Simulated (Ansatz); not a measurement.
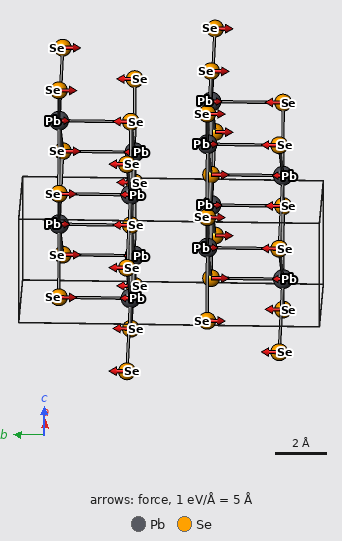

Starting geometry of a crystal of PbSe (built on the database structure type) with the computed forces as red arrows. A ball-and-stick model of the conventional cell (2 times the calculation's cell), repeated 1 × 1 × 2 with one cell outlined, seen from a free direction. Lengths and directions refer to the drawn axes.

Method: DFT, r2SCAN+rVV10, plane waves, PAW in Ansatz.

Input
```yaml
crystal:
  lattice:
    - [2.1246330523, -5.9378678918, 0.0]
    - [2.1246330523, 5.9378678918, 0.0]
    - [0.0, 0.0, 4.4480472559]
  atoms:
    - { symbol: Pb, position: [0.627696587, 0.372303413, 0.75] }
    - { symbol: Pb, position: [0.372303413, 0.627696587, 0.25] }
    - { symbol: Se, position: [0.866487854, 0.133512146, 0.75] }
    - { symbol: Se, position: [0.133512146, 0.866487854, 0.25] }
kpoints:
  mp_grid: { grid: [6, 6, 6] }
hamiltonian:
  xc: r2scan
  dispersion: rvv10
scf:
  occupations: { method: fermi_dirac, width: 0.02 }
relax:
  f_tol: 0.005
  cell: {}
```

Run as
```bash
ansatz run input.yaml --threads 2 --pin off --max-ram 2211MiB --backend cpu --events-out ev --progress --plain --runs-dir out
```

### What follows when this structure is relaxed?

It isn't relaxed: the largest force vector, on Se atoms, is 0.15 eV/Å. The atoms end up moving mostly along the starting forces (cosine between the two patterns 0.94). The energy falls by 1.9 meV per atom in 3 accepted moves (6 points after the start). The largest force component goes from 0.15 to 0.00094 eV/Å. The pressure goes from 0.13 to −0.02 GPa. The line search rejected the trial steps at points 1, 3 of the run. The SCF was repeated once at an unchanged geometry on a basis and grid sized afresh for the cell, which shifted the energy by less than 0.05 meV per atom at most. The largest moves relative to the cell, 0.046 Å, are those of Se3 and Se4. Se3 goes along +b. By element the largest moves are Se 0.046 Å, Pb 0.009 Å. Cell: a 4.249 → 4.275 Å (+0.6 %), b 11.876 → 11.994 Å (+1.0 %), c 4.448 → 4.433 Å (−0.3 %). Volume +1.3 %. Among the contacts that change: Pb1–Se3 2.836 → 2.809 Å, Pb1–Se4 3.077 → 3.081 Å. The space group stays Cmcm (No. 63).
